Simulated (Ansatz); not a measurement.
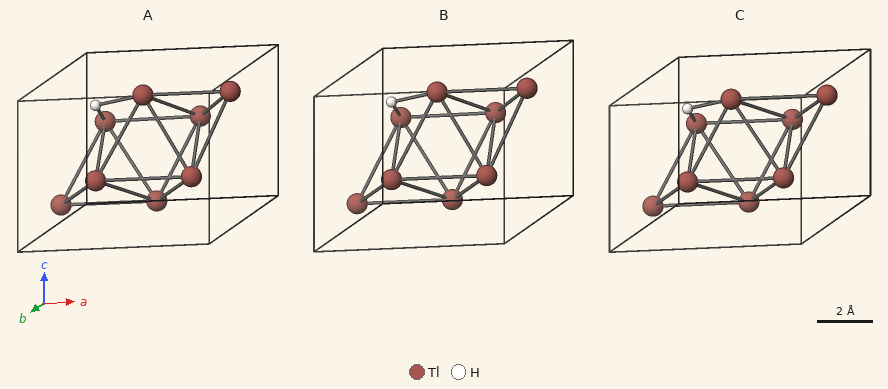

3 geometries from one relaxation of a crystal of Tl$_{8}$H (set up in P-6m2) (coarse preliminary run), in shuffled order. The picture is a ball-and-stick view of the cell of the calculation, seen from a free direction.

Case: 1 H put on empty site 2 of 4 host cells, relaxed.

All numbers below come from DFT PBE, scalar-relativistic, plane waves, PAW in Ansatz 0.2.0. Settings: plane-wave cutoff 420 eV; k-point mesh 3 × 3 × 4; occupations gaussian; smearing width 0.1 eV; no spin polarisation; cell and atoms relaxed; force threshold 0.0325 eV/Å; at most 70 steps.

**Order the frames from highest to lowest energy.**

C, A, B. They are steps 0, 1, 4, at +0.231 eV per cell of the calculation, +83.2 meV per cell of the calculation relative to the last. The largest moves relative to the cell, 0.12 Å, are those of Tl atoms. H stays in place. The volume changes by +4.4 %, with a = b 7.194 → 7.140 Å (−0.7 %), c 5.629 → 5.966 Å (+6.0 %). Among the contacts that change: Tl–Tl 3.597 → 3.370 Å, Tl–Tl 3.498 → 3.693 Å, Tl–Tl 3.498 → 3.627 Å, H–Tl 2.077 → 2.177 Å. Bond angles that change, for instance: Tl–Tl–Tl 60.0° → 56.3°, Tl–Tl–Tl 60.0° → 63.7°, Tl–Tl–Tl 180.0° → 176.3°. The space group stays P-6m2 (No. 187). Over 3 accepted moves (4 points after the start) the energy falls by 0.231 eV per cell of the calculation. The largest force component goes from 0.63 to 0.013 eV/Å. The pressure goes from 1.46 to −0.13 GPa. At 1 point the geometry stayed and the basis and grid were re-selected for the new cell (energy shift of 3.1 meV per cell of the calculation at most each time). Cost: 33 s on 2 threads of Arm Neoverse V1, on a shared host, peak memory 0.54 GiB.
